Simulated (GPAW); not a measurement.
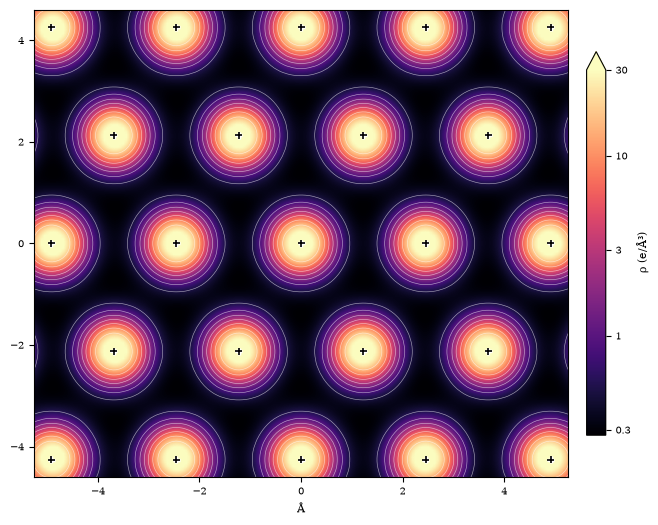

The valence pseudo-density on a plane through atoms (crosses mark nuclei in the plane).

The calculation used GPAW, Kohn-Sham DFT of a periodic cell, PBE, GPAW PAW data sets (gpaw-data 1.2.1).

Candidates:
A. MoS2, a = 3.23 Å, b = 3.23 Å, c = 6.31 Å, α = 90.00°, β = 90.00°, γ = 120.00°. Space group P-3m1; a structure from a database of computed crystals, not necessarily the ambient phase; not relaxed (largest force 0.3 eV/Å).
B. HfN, a = 3.13 Å, b = 3.13 Å, c = 5.42 Å, α = 90.00°, β = 90.00°, γ = 120.00°. Space group P6₃/mmc; a structure from a database of computed crystals, not necessarily the ambient phase; computed pressure about 4 GPa in this cell.
C. Ni, a = 3.48 Å, b = 3.48 Å, c = 3.48 Å, α = 90.00°, β = 90.00°, γ = 90.00°. Space group Fm-3m; a structure from a database of computed crystals, not necessarily the ambient phase; computed pressure about 10 GPa in this cell; spin-polarised.

### Which candidate gave the map?

Candidate C: Ni on the (111) plane of the conventional cell, which holds Ni. Ni–Ni (2.46 Å): ρ at the midpoint is about 0.35 e/Å³.
